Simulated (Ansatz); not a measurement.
## MoP: single-point calculation

- system: MoP (slab, 6 atoms in the cell)
- method: DFT PBEsol, scalar-relativistic, plane waves, PAW, no spin polarisation (Ansatz 0.2.0)

The structure derives from an entry of the Crystallography Open Database. It belongs to a series of runs on one base structure; here: the substrate alone at its places in the stack. Figures and captions count atoms from 1; the log counts them from 0 in places.

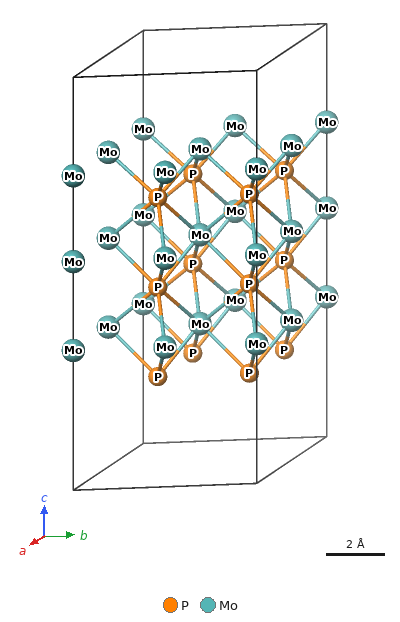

**Figure 1.** The input geometry (ball-and-stick view of the 2 × 2 repeat of the cell, with the vacuum cut short, seen slightly off an axis). An atom can appear more than once, as a periodic image. Near neighbours in the periodic cell (some may lie outside the picture): P has 3 Mo at 2.44 Å; Mo has 6 P at 2.42 to 2.49 Å; P has 6 Mo at 2.34 to 2.49 Å; Mo has 3 P at 2.34 Å.

Input
```yaml
crystal:
  lattice:
    - [3.2062346808, 0.0, 0.0]
    - [-1.6031173404, 2.7766806841, 0.0]
    - [0.0, 0.0, 33.5905553092]
  atoms:
    - { symbol: P, position: [0.3333333333, 0.6666666667, 0.2253588601] }
    - { symbol: Mo, position: [0.0, 0.0, 0.2726088035] }
    - { symbol: P, position: [0.3333333333, 0.6666666667, 0.321330099] }
    - { symbol: Mo, position: [0.0, 0.0, 0.3679618403] }
    - { symbol: P, position: [0.3333333333, 0.6666666667, 0.4176468175] }
    - { symbol: Mo, position: [0.0, 0.0, 0.4600611546] }
basis:
  ecutwfc: 420
kpoints:
  mp_grid: { grid: [12, 12, 1] }
hamiltonian:
  xc: pbesol
scf:
  occupations: { method: gaussian, width: 0.1 }
output:
  forces: true
  stress: true
  eigenvalues: true
  write_density: true
  write_potential: true
  elf: true
  volumetric_format: npy
efield:
  axis: 3
  dipole_correction: true
  ramp_width: 0.04
```

Command:
```bash
ansatz run input.yaml --threads 4 --pin off --max-ram 10240MiB --backend cpu --events-out ev --progress --plain --runs-dir out
```

Log
```
Engine: ansatz 0.2.0, x86_64-unknown-linux-gnu
Pseudopotentials: kind: paw
Pseudopotential: P, paw, valence charge 5, recommended cutoff 420 eV (normal), P.paw.azcp
Pseudopotential: Mo, paw, valence charge 14, recommended cutoff 420 eV (normal), Mo.paw.azcp
Functional definition: PBEsol
  exchange = pbesol_x
  correlation = pbesol_c
Crystal: 6 atoms, lattice volume = 299.046 Å³
Basis set: ecut = 420 eV, 5945 PW (Γ), exchange–correlation on 48×48×450 points (8 copies of the dense FFT grid, shifted against one another)
Bands: 35, of which v1, the nominal top of the filled ones, is band 29 counted from 1 (28 counted from 0)
Symmetry: 6 space group operations
Space group: P3m1 (ITA 156), of the structure as read, at distance tolerance 6.7e-5 Å
k-points: 19 of 144 (time reversal used)
Non-local potential: P, projectors of the file, l = 0: 2, l = 1: 2, l = 2: 2
Non-local potential: Mo, projectors of the file, l = 0: 3, l = 1: 2, l = 2: 2, l = 3: 1
PAW form: soft (Blöchl's): semilocal exchange-correlation on the pseudo side does not see the compensation charge
PAW frozen core: P, regenerated for the run's functional, and the local potential with it (the file was generated under x = pbe(κ = 0.804, μ = 0.2195149727645171), c = pbe(β = 0.06672455060314922))
PAW frozen core: Mo, regenerated for the run's functional, and the local potential with it (the file was generated under x = pbe(κ = 0.804, μ = 0.2195149727645171), c = pbe(β = 0.06672455060314922))
PAW one-centre angular grid: P, 110 points (default); XC on 64 Gauss nodes
PAW one-centre angular grid: Mo, 590 points (default); XC on 64 Gauss nodes
Initial density: superposition of atomic densities (neutral atoms: chi_scale 0, normalization atom), corrected by the library's trained network
Initial wavefunctions: pseudopotential atomic-orbital guess
Functional: x = pbesol(κ = 0.804, μ = 0.12345679012345678), c = pbesol(β = 0.046)
SCF iter   1: F=—  HF=-16913.795380 eV  |F-HF|=—  |Δ(HF+E_count)|=         —  Δρ=1.14e-2  dr2=1.00e1  ethr=1.77e-3  p=0.016 e·Å  D=9.81e-3 V/Å  ΔV_dip=-0.33 eV  dr2_dipole=3.56e0  V_vac-E_F(+/−)=4.81/5.14 eV  ⟨swp⟩=9.1  Hψ=3799  notcnv=0
efield: sawtooth ramp at fractional position 0.8227 (placed from the atoms, in the widest stretch of the axis that holds none; the zero of the levels goes with the place), width 0.0400; the density the first Hamiltonian is built on has a dipole p = 0.016 e·Å; the dipole correction subtracts the counter field D = 9.81e-3 V/Å, which shifts the + side's vacuum level by -0.33 eV against the − side's; the planar-averaged density in the ramp window peaks in size at 4.6e-6 e/Å³
preconditioner: auto → LDOS  [metal: Δε(μ)=0.026 eV  Ē_g=6.171 eV  σ=0.100 eV  W_gap=0.15  n_scr=22 (ndim 8)  ℏωp=12.3 eV  f_vac=0.646  D(μ)=4.86/eV (n_scr^D=18)  β→1.0]
SCF iter   2: F=—  HF=-16913.678184 eV  |F-HF|=—  |Δ(HF+E_count)|=   1.17e-1  Δρ=4.31e-3  dr2=4.97e-1  ethr=1.77e-3  p=0.074 e·Å  D=4.50e-2 V/Å  ΔV_dip=-1.51 eV  dr2_dipole=1.59e-1  V_vac-E_F(+/−)=4.18/5.69 eV  ⟨swp⟩=2.1  Hψ=911  notcnv=0  defer=20
SCF iter   3: F=—  HF=-16913.664501 eV  |F-HF|=—  |Δ(HF+E_count)|=   1.37e-2  Δρ=1.33e-3  dr2=1.22e-2  ethr=8.72e-4  p=0.069 e·Å  D=4.17e-2 V/Å  ΔV_dip=-1.40 eV  dr2_dipole=7.04e-4  V_vac-E_F(+/−)=4.25/5.66 eV  ⟨swp⟩=2.1  Hψ=804  notcnv=0  defer=20
SCF iter   4: F=—  HF=-16913.664179 eV  |F-HF|=—  |Δ(HF+E_count)|=   3.22e-4  Δρ=3.29e-4  dr2=1.67e-3  ethr=2.13e-5  p=0.069 e·Å  D=4.20e-2 V/Å  ΔV_dip=-1.41 eV  dr2_dipole=3.70e-4  V_vac-E_F(+/−)=4.24/5.65 eV  ⟨swp⟩=2.2  Hψ=971  notcnv=0  defer=19
SCF iter   5: F=—  HF=-16913.664214 eV  |F-HF|=—  |Δ(HF+E_count)|=   3.49e-5  Δρ=9.63e-5  dr2=7.68e-5  ethr=2.92e-6  p=0.070 e·Å  D=4.22e-2 V/Å  ΔV_dip=-1.42 eV  dr2_dipole=8.69e-6  V_vac-E_F(+/−)=4.24/5.66 eV  ⟨swp⟩=2.4  Hψ=931  notcnv=0  defer=19
SCF iter   6: F=—  HF=-16913.663978 eV  |F-HF|=—  |Δ(HF+E_count)|=   2.36e-4  Δρ=3.52e-5  dr2=1.73e-5  ethr=1.35e-7  p=0.070 e·Å  D=4.23e-2 V/Å  ΔV_dip=-1.42 eV  dr2_dipole=3.65e-7  V_vac-E_F(+/−)=4.24/5.66 eV  ⟨swp⟩=2.9  Hψ=1239  notcnv=0  defer=10
SCF iter   7: F=—  HF=-16913.663978 eV  |F-HF|=—  |Δ(HF+E_count)|=   6.01e-7  Δρ=1.50e-5  dr2=3.53e-6  ethr=3.04e-8  p=0.070 e·Å  D=4.23e-2 V/Å  ΔV_dip=-1.42 eV  dr2_dipole=1.74e-8  V_vac-E_F(+/−)=4.24/5.66 eV  ⟨swp⟩=2.6  Hψ=1005  notcnv=0  defer=10
SCF iter   8: F=—  HF=-16913.663979 eV  |F-HF|=—  |Δ(HF+E_count)|=   2.59e-7  Δρ=5.66e-6  dr2=5.12e-7  ethr=6.20e-9  p=0.070 e·Å  D=4.23e-2 V/Å  ΔV_dip=-1.42 eV  dr2_dipole=1.16e-7  V_vac-E_F(+/−)=4.24/5.66 eV  ⟨swp⟩=1.7  Hψ=715  notcnv=0  defer=10
SCF iter   9: F=-16913.663979 eV  HF=-16913.663979 eV  |F-HF|=3.09e-8  |Δ(HF+E_count)|=   1.05e-7  Δρ=2.19e-6  dr2=6.85e-8  ethr=1.75e-10  p=0.070 e·Å  D=4.23e-2 V/Å  ΔV_dip=-1.42 eV  dr2_dipole=2.33e-8  V_vac-E_F(+/−)=4.24/5.66 eV  ⟨swp⟩=19.1  Hψ=6072  notcnv=0
SCF 1 converged in 9 iterations: F = -16913.663979 eV  dr2 = 6.85e-8
  greatest PAW one-centre occupation: 0.999 electrons in one spin orbital (limit 2), on the Mo atom at site 1 (counted from 0), in its partial waves of l = 0
WARN: The output density's exchange-correlation potential varies sharply where the density is thin. Do not read a vacuum level from v_tot or v_xc, or from such a field of the output density. On a cell that repeats whose density bears no net charge and no dipole along the vacuum's axis use v_es (v_loc + v_h of the components); under efield.dipole_correction with no amplitude use v_es + v_field, which holds any external_charges[].barrier, or the levels of the report's work_function block, which leave it out; under a non-zero efield.amplitude the vacuum is tilted and has no level; on a cell that repeats and bears such a dipole with no correction it is tilted too, and efield.dipole_correction with no amplitude gives each side of its ramp a level where efield: is served; in a cell that repeats whose density bears a net charge (total_charge, or a fill off its count) it is curved and has none; of a slab under crystal.periodic whose density bears no net charge use v_es, which has a level on each side, short of where the two are joined; of another it falls or rises all the way out and has none; of a slab beside external_charges read slab_vacuum_level instead, which it has where they leave it neutral. The grid or the basis barely resolves most such structure, and the values can differ between equally converged runs; as a rule a tighter scf.convergence.dr2_threshold does not remove it. Where the density itself ripples (under the LDA too) a higher basis.ecutwfc lessens it. The files hold the spikes' plane waves up to the density's cutoff. Files: v_tot_of_output_density and the like, and their columns of v_z.tsv (output.write_potential); v_xc_of_output_density and the like, and their columns of v_comp_z.tsv (output.write_potential_components). Measured: with its Gaussian average of σ = 0.25 Å subtracted twice, the exchange-correlation potential is over 0.1 eV at 2 of the grid points where the equally averaged density (valence and model cores) is under 1e-3 e/Å³, and 0.101 eV at the most among them, at an averaged density of 8.7e-10 e/Å³. The input density's (outcome.potential() and, of a run that writes arrays, v_tot and v_xc) is over 0.1 eV, so measured, at 76 points of its own thin density, 0.128 eV at the most. See output.write_potential in the manual, Limitations
SCF converged after 9 iterations
Free energy (F): -16913.663979 eV
Harris-Foulkes:  -16913.663979 eV  (|F-HF|=3.09e-8)
Internal energy: -16913.640625 eV  (E = F + TS)
E sigma→0 (E₀):  -16913.652302 eV
Entropy (-TS):   -0.023353 eV (-3.892 meV/atom)
Fermi energy:    1.355957 eV
Dipole field:    D = 0.042131 V/Å  (p = 0.069627 e·Å, saw-weighted, corrected)
Work function:   Φ+ = 4.2384 eV   Φ− = 5.6536 eV
Levels:          The Fermi level and band energies are counted from a zero that moves with the ramp; work functions are not
--- Per-component energies (eV) ---
  E_band       = -1067.725895
  E_kinetic    = 1541.842191
  E_local      = -99104.185501  (includes V_loc(G=0)·N_el)
  E_nonlocal   = 536.479141
  E_hartree    = 48644.173745
  E_xc         = -732.302351
  E_vxc        = -870.178284  (∫ρ·V_xc dr)
  E_paw        = -11094.477296  (= ΣΔE_a)
  E_vpaw       = -459.001067  (= ΣTr[D̂ρ^β])
  E_aug_tail   = 0.000132  (compensation charges beyond the density's cutoff)
  E_efield     = 0.001467  (sawtooth field / dipole correction)
  E_vefield    = -0.982116  (∫n·V_field dr)
  E_ewald      = 43294.061660
  E_core_change = 0.766186  (= ΣΔE_core)
  E_smearing   = -0.023353  (= −TS)
  E_closure    = 0.000000  (closes the sum)
  Σ components = -16913.663979   (vs F -16913.663979, Δ=0.00e0)
--- Forces (eV/Å), atoms counted from 1 ---
  atom   1  P      0.00000000     0.00000000    -0.05781756
  atom   2  Mo     0.00000000    -0.00000000     0.09710057
  atom   3  P      0.00000000    -0.00000000    -0.03244389
  atom   4  Mo     0.00000000    -0.00000000     0.15634923
  atom   5  P      0.00000000    -0.00000000     0.28802602
  atom   6  Mo    -0.00000000    -0.00000000    -0.45113915
  max |Σ_I F_I| component: 7.52e-5 eV/Å
--- Stress (GPa, compression-positive) ---
       -2.479219      -0.000000      -0.000000
       -0.000000      -2.479219      -0.000000
       -0.000000       0.000000      -0.481079
  P = ⅓ Tr σ = -1.8132 GPa (-18.132 kbar)
--- Band table (eV; the first three rows and the last of 19) ---
  k-point 0: bands = ["-59.7427", "-59.4701", "-59.4588", "-34.1141", "-33.7996", "-33.6961", "-33.6961", "-33.6727", "-33.4432", "-33.4432", "-33.3575", "-33.3575", "-12.0320", "-10.9471", "-9.5035", "-5.5077", "-3.7510", "-2.6809", "-1.6615", "-1.6615", "-1.3034", "-1.3034", "-0.4809", "-0.4809", "0.1178", "0.1178", "0.6230", "0.8170", "0.8170", "0.9208", "1.7133", "1.8321", "1.8321", "2.8244", "5.1562"]
  k-point 1: bands = ["-59.7404", "-59.4679", "-59.4566", "-34.1094", "-33.7963", "-33.7200", "-33.7016", "-33.6687", "-33.4670", "-33.4487", "-33.3800", "-33.3628", "-11.9128", "-10.8640", "-9.4328", "-5.3801", "-3.6590", "-2.6645", "-1.8756", "-1.5917", "-1.5757", "-1.3718", "-0.6597", "-0.4068", "-0.1397", "0.1031", "0.1963", "0.7985", "0.8717", "1.3230", "1.3523", "1.7935", "2.3727", "3.1767", "4.9398"]
  k-point 2: bands = ["-59.7342", "-59.4620", "-59.4503", "-34.0965", "-33.7915", "-33.7806", "-33.7167", "-33.6576", "-33.5314", "-33.4637", "-33.4412", "-33.3773", "-11.5709", "-10.6339", "-9.2254", "-5.0421", "-3.4600", "-2.9845", "-2.2542", "-1.9635", "-1.6505", "-1.3840", "-1.0928", "-0.6489", "-0.3299", "-0.2128", "0.4679", "0.4905", "0.8799", "1.4092", "1.7188", "1.7311", "2.9135", "3.7903", "4.6581"]
  k-point 18: bands = ["-59.7042", "-59.4334", "-59.4204", "-34.0340", "-33.9563", "-33.9225", "-33.7417", "-33.7009", "-33.6683", "-33.6044", "-33.6013", "-33.5755", "-9.3243", "-9.3092", "-7.5759", "-5.1642", "-4.5367", "-4.3858", "-3.7846", "-3.0527", "-2.9086", "-2.7095", "-1.1659", "-0.2367", "-0.0491", "0.0641", "0.3438", "0.3799", "1.9677", "2.2724", "2.6510", "3.0732", "3.2422", "3.6537", "4.5045"]
```

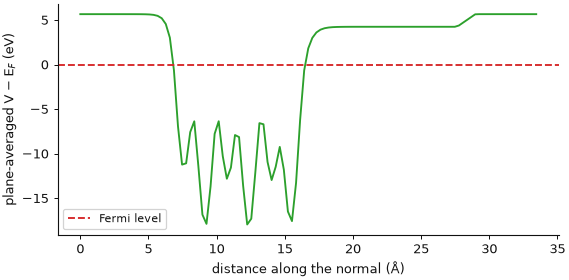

**Figure 2.** Plane average of the electrostatic potential energy of an electron across the cell, from the Fermi level. The vacuum level lies 4.24 eV above the Fermi level on the upper side and 5.65 eV on the lower.

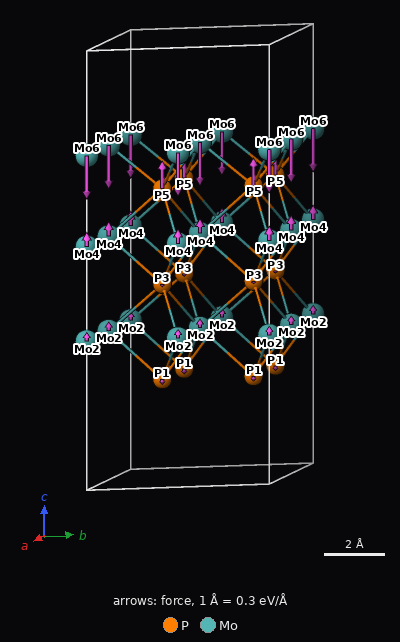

**Figure 3.** Forces on the atoms as pink arrows (ball-and-stick view of the 2 × 2 repeat of the cell, with the vacuum cut short, seen slightly off an axis; atoms are numbered from 1 in the order of the input). The largest act on Mo6 (0.45 eV/Å); P5 (0.29 eV/Å); Mo4 (0.16 eV/Å). The geometry is not a stationary point of this energy.

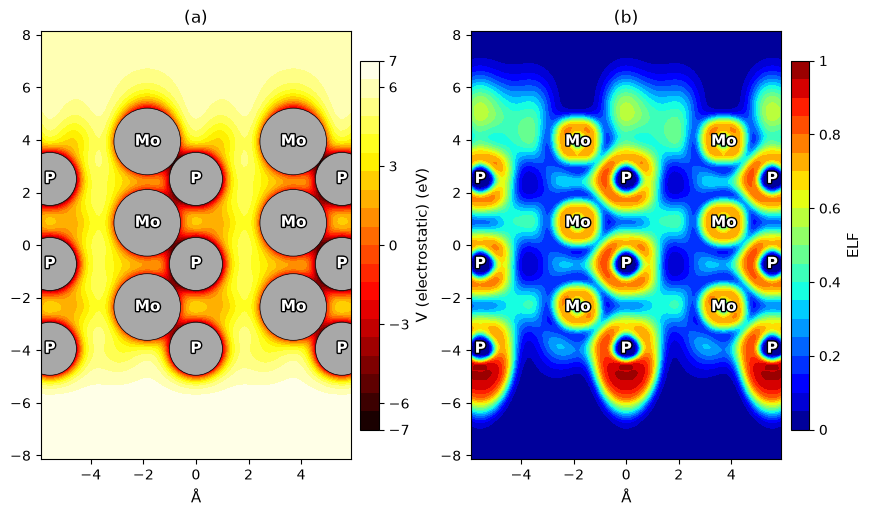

**Figure 4.** (a) electrostatic potential energy of an electron; (b) ELF on the (110) plane of the calculation cell, a cut from vacuum to vacuum. Grey discs, where drawn, cover atomic cores. Mo–P (2.34 Å): the ELF is about 0.45 at the midpoint. Mo–P (2.42 Å): the ELF is about 0.45 at the midpoint. Mo–P (2.47 Å): the ELF is about 0.40 at the midpoint. The strong features right at Mo lie inside the PAW spheres (semicore, d or f shells) and say nothing about bonding. Core electrons are frozen (PAW), so the fields are smoothed inside the atomic spheres.

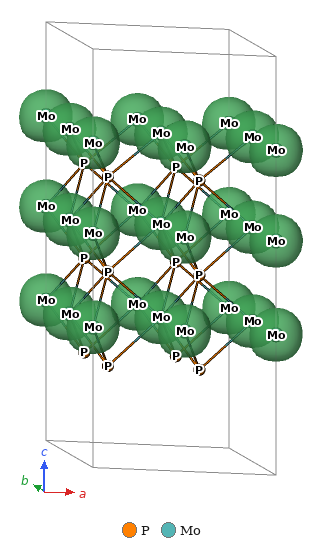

**Figure 5.** Isosurface of the valence pseudo-density at 1 e/Å³ (green), seen slightly off an axis. Sticks mark near contacts. At this value the density breaks into separate islands; it holds about 50 % of the electrons treated as valence (semicore included). It is pinched off along the Mo–P (2.34 Å), Mo–P (2.42 Å) and Mo–P (2.47 Å) contacts. On the grid the lowest density along these lines, outside the cores, is 0.66 e/Å³ (Mo–P, 2.34 Å), 0.57 e/Å³ (Mo–P, 2.42 Å) and 0.5 e/Å³ (Mo–P, 2.47 Å).

Results in brief

- outcome: converged
- electrons treated: 57
- free energy: −16913.6640 eV
- work function, top face: 4.24 eV
- work function, bottom face: 5.65 eV
- Fermi energy: 1.356 eV
- gap on the k-point mesh: none (metallic)
- work function (upper face): 4.24 eV
- largest force (length of the vector): 0.451 eV/Å
- hardware: 4 threads of AMD EPYC (Zen 5), 32 GiB of memory available, shared host
- wall time: 2.1 s (CPU time 7.7 s)
- peak memory: 0.71 GiB

Remarks

Warnings of the run: the exchange-correlation potential is rough where the density is thin.
